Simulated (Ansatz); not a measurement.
# Cu: a slab and its surfaces, (111), 1 layers

What do the surfaces of Cu (111), 1 layers cost, and how tightly do they hold an electron? The runs shown use LAPW, norm-conserving and crystal datasets. Companion runs by PAW are cited. Its runs: bulk in the slab's orientation (LAPW); the reference run (LAPW, norm-conserving and crystal datasets); field of 0.1 V/Å along the normal (LAPW).

Method: DFT PBE, with the methods named in each step, in Ansatz 0.2.0.

1 further run of the same task is left out (set aside as unsound or not needed).

## 1. The structure to begin with

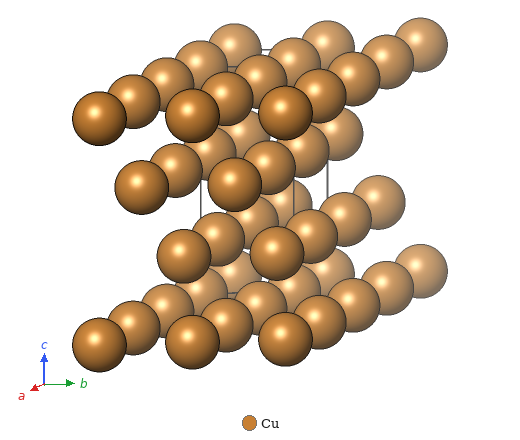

The starting structure, seen slightly off an axis (copper orange). 4×2×1 cells are drawn. Atoms on the faces are drawn again on the opposite ones.

Structure file:

```cif
data_structure
_symmetry_space_group_name_H-M 'P 1'
_symmetry_Int_Tables_number 1
_cell_length_a 2.5665
_cell_length_b 2.5665
_cell_length_c 6.2866
_cell_angle_alpha 90.000
_cell_angle_beta 90.000
_cell_angle_gamma 120.000
_cell_volume 35.86
loop_
_atom_site_label
_atom_site_type_symbol
_atom_site_fract_x
_atom_site_fract_y
_atom_site_fract_z
_atom_site_occupancy
Cu1 Cu 0.00000 0.00000 0.00000 1
Cu2 Cu 0.33333 0.66667 0.33333 1
Cu3 Cu 0.66667 0.33333 0.66667 1
```

Atoms are numbered in the order of the input: Cu1, Cu2, Cu3.

## 2. Bulk in the slab's orientation, LAPW

input.yaml

```yaml
crystal:
  lattice:
    - [0.0, 1.8147994277, -1.8147994277]
    - [-1.8147994277, 0.0, 1.8147994277]
    - [3.6295988554, 3.6295988554, 3.6295988554]
  atoms:
    - { symbol: Cu, position: [0.0, 0.0, 0.0] }
    - { symbol: Cu, position: [0.333333333, 0.666666667, 0.333333333] }
    - { symbol: Cu, position: [0.666666667, 0.333333333, 0.666666667] }
kpoints:
  mp_grid: { grid: [15, 15, 5] }
scf:
  occupations: { method: fermi_dirac, width: 0.1 }
hamiltonian:
  xc: pbe
  pseudopotentials: { kind: all_electron, lapw: { basis_error: 0.001 } }
output:
  forces: true
  stress: true
  eigenvalues: true
```

Command:

```sh
> ansatz run input.yaml --threads 1 --pin off --max-ram 3584MiB --backend cpu --events-out ev --progress --plain --runs-dir out
```

Log, cut to the lines that bear on the results:

```text
LAPW: plane waves up to 8.751 Å⁻¹, error target 1.0e-3 eV per atom; small_component_spin mean_spin; Cu in spheres of 1.283 Å, 19 of its electrons in bands, Dirac shells []
[...]
Pseudopotentials: kind: all_electron
Pseudopotential: Cu, LAPW, valence charge 19, Koelling and Harmon's equation, gaussian nucleus
Functional definition: PBE
[...]
Crystal: 3 atoms, lattice volume = 35.862 Å³
Basis set: ecut = 291.78326756115365 eV, 425 PW (Γ), exchange–correlation at level 2
Bands: 35, of which v1, the nominal top of the filled ones, is band 29 counted from 1 (28 counted from 0)
Symmetry: 36 space group operations
Space group: Fm-3m (ITA 225), of the structure as read, at distance tolerance 3.3e-5 Å
k-points: 119 of 1125
[...]
SCF iter   1: F=—  HF=-135105.523608 eV  |F-HF|=—  |Δ(HF+E_count)|=         —  Δρ=4.42e-2  dr2=3.33e-1  ethr=5.81e-4  ⟨swp⟩=2.3  Hψ=28848  notcnv=0
[...]
SCF iter   9: F=-135102.894196 eV  HF=-135102.894196 eV  |F-HF|=5.82e-10  |Δ(HF+E_count)|=   4.02e-8  Δρ=2.93e-6  dr2=2.47e-9  ethr=7.99e-11  ⟨swp⟩=2.0  Hψ=11847  notcnv=0
[...]
SCF converged after 9 iterations
Free energy (F): -135102.894196 eV
[...]
E sigma→0 (E₀):  -135102.880706 eV
Entropy (-TS):   -0.026980 eV (-8.993 meV/atom)
Fermi energy:    16.401877 eV
[...]
--- Forces (eV/Å), atoms counted from 1 ---
  atom   1  Cu     0.00000000    -0.00000000    -0.00000000
  atom   2  Cu     0.00000000    -0.00000000     0.00000000
  atom   3  Cu    -0.00000000     0.00000000    -0.00000000
[...]
--- Stress (GPa, compression-positive) ---
        0.004898       0.228932       0.228932
        0.228932       0.004898       0.228932
        0.228932       0.228932       0.004898
  P = ⅓ Tr σ = 0.0049 GPa (0.049 kbar)
--- Band table (eV; the first three rows and the last of 119) ---
[...]
```

Wall time 28 s (1 thread of Intel Xeon 6975P-C (Granite Rapids), shared host); peak memory 0.66 GiB.

In short: pressure 0.00 GPa; no gap.

## 3. The slab as cut

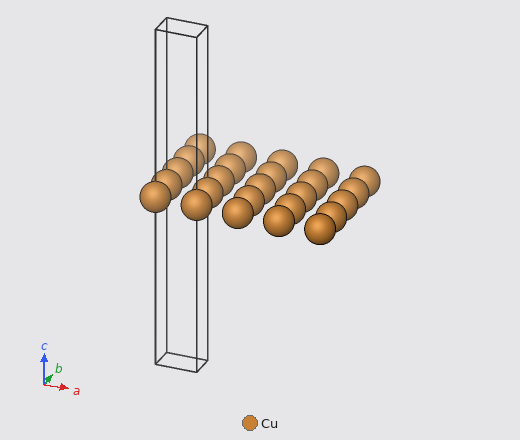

The slab (copper orange); 4×4×1 cells are drawn, with vacuum above and below.

## 4. Slab as cut, LAPW

input.yaml

```yaml
crystal:
  lattice:
    - [2.5665139637, 0.0, 0.0]
    - [-1.2832569818, 2.2226662917, 0.0]
    - [0.0, 0.0, 16.0]
  atoms:
    - { symbol: Cu, position: [0.0, 0.0, 0.5] }
kpoints:
  mp_grid: { grid: [15, 15, 1] }
scf:
  occupations: { method: fermi_dirac, width: 0.1 }
hamiltonian:
  xc: pbe
  pseudopotentials: { kind: all_electron, lapw: { basis_error: 0.001 } }
output:
  forces: true
  stress: true
  eigenvalues: true
  populations: true
  dos: { projected: true, de: 0.2, e_range: [-14, 8] }
efield:
  axis: 3
  amplitude: 0
  dipole_correction: true
```

Command:

```sh
> ansatz run input.yaml --threads 1 --pin off --max-ram 3584MiB --backend cpu --events-out ev --progress --plain --runs-dir out
```

Log, cut to the lines that bear on the results:

```text
Cu: projections on atomic orbitals take those of the free atom 1s2 2s2 2p6 3s2 3p6 3d10 4s1, of charge +0.00 (hamiltonian.pseudopotentials.projection_atoms)
LAPW: plane waves up to 8.751 Å⁻¹, error target 1.0e-3 eV per atom; small_component_spin mean_spin; Cu in spheres of 1.283 Å, 19 of its electrons in bands, Dirac shells []
[...]
Pseudopotentials: kind: all_electron
Pseudopotential: Cu, LAPW, valence charge 19, Koelling and Harmon's equation, gaussian nucleus
Functional definition: PBE
[...]
Crystal: 1 atoms, lattice volume = 91.272 Å³
Basis set: ecut = 291.7775609456225 eV, 1077 PW (Γ), exchange–correlation at level 2
Bands: 14, of which v1, the nominal top of the filled ones, is band 10 counted from 1 (9 counted from 0)
Symmetry: 12 space group operations
k-points: 27 of 225
[...]
E sigma→0 (E₀):  -45033.475583 eV
Entropy (-TS):   -0.017511 eV (-17.511 meV/atom)
Fermi energy:    -2.157984 eV
Dipole field:    D = 0.000000 V/Å  (p = 0.000000 e·Å, saw-weighted, corrected)
Work function:   Φ+ = 4.9318 eV   Φ− = 4.9318 eV
Levels:          The Fermi level and band energies are counted from a zero that moves with the ramp; work functions are not
[...]
--- Forces (eV/Å), atoms counted from 1 ---
  atom   1  Cu     0.00000000     0.00000000     0.00000000
[...]
--- Stress (GPa, compression-positive) ---
       -2.464225       0.000000      -0.000000
        0.000000      -2.464225      -0.000000
       -0.000000      -0.000000       0.000101
  P = ⅓ Tr σ = -1.6428 GPa (-16.428 kbar)
--- Band table (eV; the first three rows and the last of 27) ---
  k-point 0: bands = ["-113.6658", "-71.0991", "-71.0991", "-70.8722", "-7.6448", "-4.0774", "-4.0774", "-3.9900", "-3.1131", "-3.1131", "-1.2128", "2.3718", "3.1743", "3.4969"]
[...]
--- Löwdin populations: 1 site ---
  site symbol       q [e]
     0     Cu     28.9187
  spilling = 0.002802 (of n_electrons = 29.000000)
```

Wall time 7 s (1 thread of Intel Xeon 6975P-C (Granite Rapids), shared host); peak memory 0.43 GiB.

Read from it: no gap; work function 4.93 eV.

States per cell, counted by energy window (eV from the Fermi level, on a grid of 0.20 eV):

```tsv
from	to	total	Cu 3d	Cu 4s
-6	-5	0.08	0.01	0.06
-5	-4	0.24	0.04	0.20
-4	-3	0.74	0.47	0.27
-3	-2	2.02	1.90	0.10
-2	-1	6.46	6.17	0.25
-1	0	1.40	1.22	0.17
0	1	0.27	0.08	0.16
1	2	0.45	0.04	0.15
2	3	0.44	0.02	0.09
3	4	0.35	0.01	0.04
4	5	0.39	0.00	0.02
```

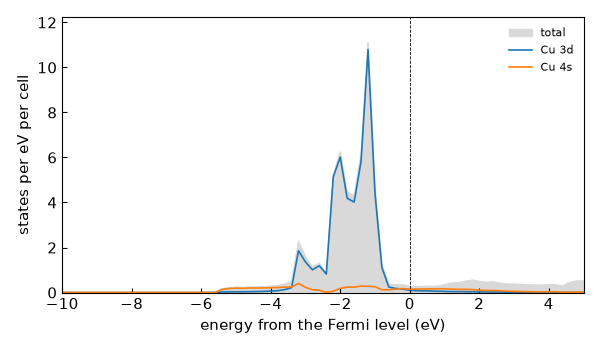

Density of states, total and projected.

## 5. Field of 0.1 V/Å along the normal, LAPW

Edit input.yaml of step 4 so:

```diff
@@ -18,7 +18,5 @@
   eigenvalues: true
-  populations: true
-  dos: { projected: true, de: 0.2, e_range: [-14, 8] }
 efield:
   axis: 3
-  amplitude: 0
+  amplitude: 0.1
   dipole_correction: true
```

Command:

```sh
> ansatz run input.yaml --threads 1 --pin off --max-ram 3584MiB --backend cpu --events-out ev --progress --plain --runs-dir out
```

Log, cut to the lines that bear on the results:

```text
LAPW: plane waves up to 8.751 Å⁻¹, error target 1.0e-3 eV per atom; small_component_spin mean_spin; Cu in spheres of 1.283 Å, 19 of its electrons in bands, Dirac shells []
[...]
Pseudopotentials: kind: all_electron
Pseudopotential: Cu, LAPW, valence charge 19, Koelling and Harmon's equation, gaussian nucleus
Functional definition: PBE
[...]
Crystal: 1 atoms, lattice volume = 91.272 Å³
Basis set: ecut = 291.7775609456225 eV, 1077 PW (Γ), exchange–correlation at level 2
Bands: 14, of which v1, the nominal top of the filled ones, is band 10 counted from 1 (9 counted from 0)
Symmetry: 12 space group operations
k-points: 27 of 225
[...]
SCF iter   1: F=—  HF=-45033.986481 eV  |F-HF|=—  |Δ(HF+E_count)|=         —  Δρ=1.53e-2  dr2=1.48e-1  ethr=7.78e-4  p=0.009 e·Å  D=1.74e-2 V/Å  ΔV_dip=-0.28 eV  dr2_dipole=7.24e-5  V_vac-E_F(+/−)=5.01/3.92 eV  ⟨swp⟩=2.6  Hψ=2457  notcnv=0
[...]
SCF converged after 8 iterations
Free energy (F): -45033.484791 eV
[...]
E sigma→0 (E₀):  -45033.476035 eV
Entropy (-TS):   -0.017512 eV (-17.512 meV/atom)
Fermi energy:    -2.158411 eV
Dipole field:    D = 0.017917 V/Å  (p = 0.009037 e·Å, saw-weighted, corrected)
Work function:   not extracted (applied field tilts the vacuum); planar V_es + V_field profile in the machine report
Levels:          The Fermi level and band energies are counted from a zero that moves with the ramp; work functions are not
[...]
--- Forces (eV/Å), atoms counted from 1 ---
  atom   1  Cu     0.00000000     0.00000000     0.00003560
[...]
--- Stress (GPa, compression-positive) ---
       -2.463364       0.000000      -0.000000
        0.000000      -2.463364      -0.000000
       -0.000000      -0.000000       0.000100
  P = ⅓ Tr σ = -1.6422 GPa (-16.422 kbar)
--- Band table (eV; the first three rows and the last of 27) ---
  k-point 0: bands = ["-113.6662", "-71.0995", "-71.0995", "-70.8728", "-7.6453", "-4.0778", "-4.0778", "-3.9906", "-3.1136", "-3.1136", "-1.2140", "2.2833", "3.2143", "3.4906"]
[...]
```

Run time: 7.1 s. Hardware: 1 thread of Intel Xeon 6975P-C (Granite Rapids), shared host; peak memory 0.44 GiB.

This run gives: no gap.

## 6. Slab as cut, norm-conserving

Edit input.yaml of step 5 so:

```diff
@@ -13,3 +13,3 @@
   xc: pbe
-  pseudopotentials: { kind: all_electron, lapw: { basis_error: 0.001 } }
+  pseudopotentials: { kind: nc }
 output:
@@ -20,3 +20,3 @@
   axis: 3
-  amplitude: 0.1
+  amplitude: 0
   dipole_correction: true
```

Command:

```sh
> ansatz run input.yaml --threads 1 --pin off --max-ram 3584MiB --backend cpu --events-out ev --progress --plain --runs-dir out
```

Log, cut to the lines that bear on the results:

```text
[...]
Pseudopotentials: kind: nc
Pseudopotential: Cu, nc, valence charge 19, recommended cutoff 1251.723767 eV (normal), Cu.nc.azcp
Functional definition: PBE
[...]
Crystal: 1 atoms, lattice volume = 91.272 Å³
Basis set: ecut = 1251.723767 eV, 9255 PW (Γ), exchange–correlation on 60×60×384 points (8 copies of the dense FFT grid, shifted against one another)
Bands: 14, of which v1, the nominal top of the filled ones, is band 10 counted from 1 (9 counted from 0)
Symmetry: 12 space group operations
k-points: 27 of 225
[...]
SCF iter   1: F=—  HF=-5163.284001 eV  |F-HF|=—  |Δ(HF+E_count)|=         —  Δρ=6.61e-2  dr2=2.66e0  ethr=3.10e-3  p=0.000 e·Å  D=8.49e-14 V/Å  ΔV_dip=-0.00 eV  dr2_dipole=2.30e-13  V_vac-E_F(+/−)=4.54/4.54 eV  ⟨swp⟩=5.7  Hψ=2064  notcnv=0
[...]
SCF converged after 7 iterations
Free energy (F): -5162.832875 eV
[...]
E sigma→0 (E₀):  -5162.824144 eV
Entropy (-TS):   -0.017461 eV (-17.461 meV/atom)
Fermi energy:    -2.077191 eV
Dipole field:    D = -0.000002 V/Å  (p = -0.000001 e·Å, saw-weighted, corrected)
Work function:   Φ+ = 4.9467 eV   Φ− = 4.9467 eV
Levels:          The Fermi level and band energies are counted from a zero that moves with the ramp; work functions are not
[...]
--- Forces (eV/Å), atoms counted from 1 ---
  atom   1  Cu    -0.00000000    -0.00000000    -0.00000078
[...]
--- Stress (GPa, compression-positive) ---
       -2.448295      -0.000000      -0.000000
       -0.000000      -2.448295       0.000000
       -0.000000       0.000000      -0.000352
  P = ⅓ Tr σ = -1.6323 GPa (-16.323 kbar)
--- Band table (eV; the first three rows and the last of 27) ---
  k-point 0: bands = ["-113.5885", "-71.0207", "-71.0207", "-70.7704", "-7.5648", "-4.0069", "-4.0069", "-3.8718", "-3.0067", "-3.0067", "-1.1191", "2.4672", "3.2674", "3.5962"]
[...]
```

Run time: 7.5 s. Hardware: 1 thread of Intel Xeon 6975P-C (Granite Rapids), shared host; peak memory 0.47 GiB.

This run gives: no gap; work function 4.95 eV.

## 7. Slab as cut, crystal datasets

Edit input.yaml of step 6 so:

```diff
@@ -13,3 +13,3 @@
   xc: pbe
-  pseudopotentials: { kind: nc }
+  pseudopotentials: { kind: all_electron, datasets: crystal }
 output:
```

Command:

```sh
> ansatz run input.yaml --threads 1 --pin off --max-ram 3584MiB --backend cpu --events-out ev --progress --plain --runs-dir out
```

Log, cut to the lines that bear on the results:

```text
[...]
band count auto-derived: 12 (N_el = 11.0; filled up to band 6; 10 by the electrons, moments and atoms)
[...]
Pseudopotentials: kind: all_electron
Pseudopotential: Cu, paw, valence charge 11, recommended cutoff 280 eV (normal), Koelling and Harmon's equation, gaussian nucleus
Functional definition: PBE
[...]
Crystal: 1 atoms, lattice volume = 91.272 Å³
Basis set: ecut = 280 eV, 991 PW (Γ), exchange–correlation on 30×30×180 points (8 copies of the dense FFT grid, shifted against one another)
Bands: 12, of which v1, the nominal top of the filled ones, is band 6 counted from 1 (5 counted from 0)
Symmetry: 12 space group operations
k-points: 27 of 225
[...]
In the spheres:  the bands' charges fall short by 2.9e-6 e at most (sound up to 1e-3)
Fermi energy:    -2.157550 eV
Dipole field:    D = -0.000000 V/Å  (p = -0.000000 e·Å, saw-weighted, corrected)
Work function:   Φ+ = 4.9313 eV   Φ− = 4.9313 eV
Levels:          The Fermi level and band energies are counted from a zero that moves with the ramp; work functions are not
[...]
  The terms above E_closure are by the made datasets' own strengths, without shells solved beside the bands.
--- Forces (eV/Å), atoms counted from 1 ---
  atom   1  Cu     0.00000000    -0.00000000     0.00000000
[...]
--- Stress (GPa, compression-positive) ---
       -2.463323       0.000000      -0.000000
        0.000000      -2.463323      -0.000000
       -0.000000      -0.000000      -0.000088
  P = ⅓ Tr σ = -1.6422 GPa (-16.422 kbar)
--- Band table (eV; the first three rows and the last of 27) ---
  k-point 0: bands = ["-7.6446", "-4.0768", "-4.0768", "-3.9900", "-3.1131", "-3.1131", "-1.2127", "2.3723", "3.1735", "3.5018"]
[...]
```

Wall time 2.9 s (1 thread of Intel Xeon 6975P-C (Granite Rapids), shared host); peak memory 0.39 GiB.

Result: no gap; work function 4.93 eV.

## 8. The series in one table

The PAW rows are taken from companion runs at the same settings.

| run | surface energy (J/m²) | work function (eV; upper / lower face where they differ) | gap (eV) | largest force (eV/Å) | time |
| --- | --- | --- | --- | --- | --- |
| Slab as cut, LAPW | 1.143 | 4.93 | none | 0.000 | 7 s |
| Field of 0.1 V/Å along the normal, LAPW | – | – | none | 0.000 | 7.1 s |
| Slab as cut, norm-conserving | – | 4.95 | none | 0.000 | 7.5 s |
| Slab as cut, crystal datasets | – | 4.93 | none | 0.000 | 2.9 s |
| Slab as cut, PAW | 1.142 | 4.94 | none | 0.000 | 1.9 s |
| Field of 0.1 V/Å along the normal, PAW | – | – | none | 0.000 | 2.1 s |

Surface energy: (F of the slab less that of as many bulk atoms) over twice the area, the bulk computed in the slab's orientation.

## 9. Summary of results

| quantity | value |
| --- | --- |
| surface energy (LAPW, cut) | 1.14 J/m² |
| work function (LAPW, cut) | 4.93 eV |
| work function (norm-conserving, cut) | 4.95 eV |
| work function (crystal datasets, cut) | 4.93 eV |
| surface energy (PAW, cut) | 1.14 J/m² |
| work function (PAW, cut) | 4.94 eV |

The field of 0.1 V/Å along the normal induces a dipole of 0.009 e·Å per cell (LAPW). The field of 0.1 V/Å along the normal induces a dipole of 0.009 e·Å per cell (PAW). Thickness wasn't converged, and no reconstruction was sought.
